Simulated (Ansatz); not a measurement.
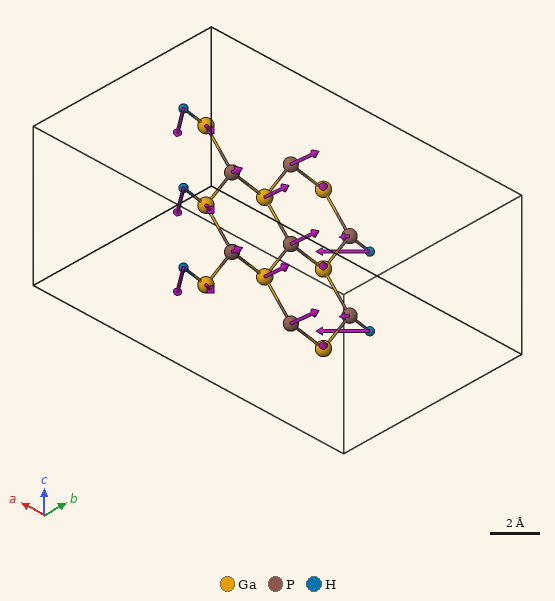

A relaxation of a wire of composition Ga₃P₃H₂. The starting structure is drawn; purple arrows show the displacements (the part carried along by the change of the cell is left out), at their true length.

The picture is a ball-and-stick view of the 2 repeat of the cell, with the vacuum cut short, seen from a free direction.

Case: zigzag ribbon, 3 formula units a period, edges capped with H, edge spins opposed.

The calculation used DFT PBE, scalar-relativistic, plane waves, PAW (Ansatz).

Input file:
```yaml
crystal:
  lattice:
    - [19.8, 0.0, 0.0]
    - [0.0, 9.7, 0.0]
    - [0.0, 0.0, 3.8973775195]
  atoms:
    - { symbol: Ga, position: [0.3542106774, 0.4802769348, 1.0] }
    - { symbol: Ga, position: [0.524676735, 0.4802769348, 0.5] }
    - { symbol: Ga, position: [0.6951427926, 0.4802769348, 0.0], spin: -1.0 }
    - { symbol: P, position: [0.2973886582, 0.5197230652, 0.5], spin: 1.0 }
    - { symbol: P, position: [0.4678547158, 0.5197230652, 1.0] }
    - { symbol: P, position: [0.6383207734, 0.5197230652, 0.5] }
    - { symbol: H, position: [0.7733136071, 0.5074102203, 0.0] }
    - { symbol: H, position: [0.2266863929, 0.4951821318, 0.5] }
basis:
  ecutwfc: 420
kpoints:
  mp_grid: { grid: [1, 1, 14] }
hamiltonian:
  xc: pbe
scf:
  occupations: { method: gaussian, width: 0.05 }
output:
  forces: true
  stress: true
  eigenvalues: true
  populations: true
  write_density: true
  write_potential: true
  elf: true
  volumetric_format: npy
magnetization:
  spin_polarized: true
relax:
  adjacent_minimum: "off"
  f_tol: 0.02
  max_steps: 45
  cell: { fix: [a, b, alpha, beta, gamma], stress_tol: 0.03 }
```

Launched with:
```bash
ansatz run input.yaml --threads 4 --pin off --max-ram 11264MiB --backend cpu --events-out ev --progress --plain --runs-dir out
```

> Atoms of which element are displaced furthest, and by how much?

Hydrogen: up to 2.24 Å, against 1.55 Å for phosphorus.

> What did the optimiser do to the structure, and how much energy did it gain?

H8 moves most relative to the centre of the atoms: 2.24 Å. Largest moves by element: H 2.24 Å, P 1.55 Å, Ga 1.37 Å. Along the periodic axis the drawn cell goes c 7.795 → 7.653 Å (−1.8 %). Near-neighbour distances that change, for instance: Ga1–P4 2.282 → 2.322 Å, Ga2–P5 2.282 → 2.314 Å, Ga1–P5 2.282 → 2.305 Å, Ga2–P6 2.282 → 2.291 Å. Bond angles that change, for instance: Ga1–P4–H8 117.2° → 100.8°, Ga1–P5–Ga2 117.2° → 102.6°, Ga2–P6–Ga3 117.2° → 108.4°. Over 20 accepted moves (22 points after the start) the energy falls by 0.436 eV per cell of the calculation. Largest force component: 0.46 eV/Å at the start, 0.0061 eV/Å at the end. The line search rejected the trial step at point 6 of the run. The SCF was repeated once at an unchanged geometry on a basis and grid sized afresh for the cell, which shifted the energy by 0.9 meV per cell of the calculation at most. The program noted that the starting moments weren't kept. Cost: 9.6 min on 4 threads of Arm Neoverse V2 (shared host), peak memory 1.3 GiB.
